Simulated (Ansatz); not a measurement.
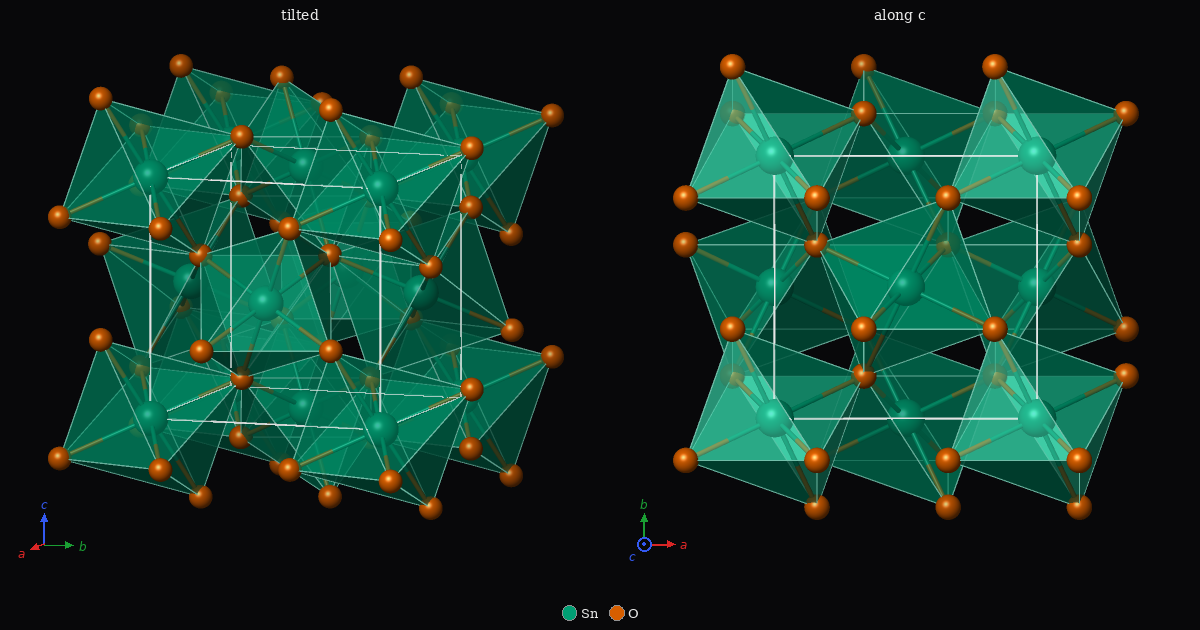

We look at a polyhedral model of the crystal slightly off an axis and along the c axis. The conventional unit cell is drawn as a box. A few atoms beyond the faces are included.

SnO2, space group Pa-3 (No. 205), a = 5.17 Å, b = 5.17 Å, c = 5.17 Å, α = 90.00°, β = 90.00°, γ = 90.00°.

Level of theory and settings: DFT PBE, scalar-relativistic, plane waves, PAW (Ansatz), plane waves to 420 eV, k-points on an 8×8×8 grid, Gaussian smearing of 0.02 eV, no spin polarisation.

Does it come out as a metal, or with a gap?

Answer. A semiconductor at this level, with a gap of 0.59 eV on the k-mesh (the true edges may lie between mesh points, so the gap can be somewhat smaller).

Origin of the cell: a structure listed in the Materials Project. The final geometry of a relaxation with DFT PBE, scalar-relativistic, plane waves, PAW in Ansatz is shown.
